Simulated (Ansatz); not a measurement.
Ru: geometry relaxation (part 3 of 3)

The same run, continued: Ru (slab, 12 atoms in the cell); DFT PBE, scalar-relativistic, plane waves, PAW, no spin polarisation (Ansatz 0.2.0); cutoff 420 eV, 6×6×1 k-mesh, Gaussian smearing of 0.1 eV. The structure derives from an entry of the Crystallography Open Database. The input holds or restrains some coordinates. Forces given for the steps count only the free coordinates.

Geometry of the input (Å; fractional positions):
```
5.4401  0.0000  0.0000
-2.7200  4.7112  0.0000
0.0000  0.0000  21.2968
Ru 0.1667  0.3333  0.3991
Ru 0.1667  0.8333  0.3991
Ru 0.6667  0.3333  0.3991
Ru 0.6667  0.8333  0.3991
Ru 0.3333  0.1667  0.5000
Ru 0.3333  0.6667  0.5000
Ru 0.8333  0.1667  0.5000
Ru 0.8333  0.6667  0.5000
Ru 0.1667  0.3333  0.6009
Ru 0.1667  0.8333  0.6009
Ru 0.6667  0.3333  0.6009
Ru 0.6667  0.8333  0.6009
```

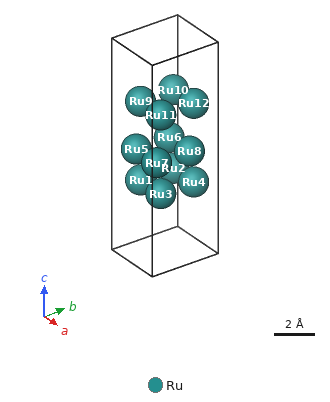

*The geometry at step 4 of the log (spheres-only view of the cell of the calculation, with the vacuum cut short, seen slightly off an axis; atoms are numbered from 1 in the order of the input).*

## Summary

```json
{"quantity": "outcome", "value": "converged under the restraints of the input"}
{"quantity": "electrons treated", "value": "192"}
{"quantity": "free energy", "value": "−70536.2510 eV"}
{"quantity": "work function, top face", "value": "4.94 eV"}
{"quantity": "work function, bottom face", "value": "4.94 eV"}
{"quantity": "Fermi energy", "value": "3.674 eV"}
{"quantity": "gap on the k-point mesh", "value": "none (metallic)"}
{"quantity": "final volume", "value": "545.82 Å³"}
{"quantity": "work function (upper face)", "value": "4.94 eV"}
{"quantity": "largest force (length of the vector) at the end, held atoms and coordinates included", "value": "0.001 eV/Å"}
{"quantity": "wall time", "value": "1.8 min (CPU time 3.6 min)"}
{"quantity": "peak memory", "value": "1.1 GiB"}
```

Warnings of the run: the exchange-correlation potential is rough where the density is thin.
